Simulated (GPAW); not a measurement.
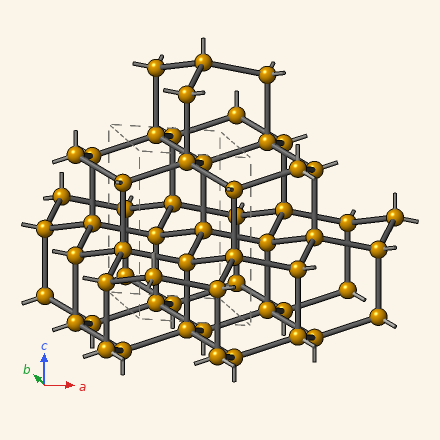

A cut-out of a periodic net derived from a crystal structure. Nodes are coloured by topological kind. Edges to nodes outside the piece are drawn as stubs.

Classify the net: periodicity, connectivity, name.

A uninodal 4-connected, three-periodic net. It is the lon net, known from lonsdaleite, wurtzite and tridymite.

Give point symbol and coordination sequence.

6^6, sequence 4, 12, 25, 44, 67, 96.

Where the net comes from. MgO (space group P6_3mc, No. 186): a cell listed in the Materials Project, as set up for an electronic-structure calculation. Bonds are taken as Mg–O below 2.2 Å; no other contact counts. Simplification: prune 0- and 1-connected atoms, fold 2-connected ones into links. Mg and O are 4-connected nodes.
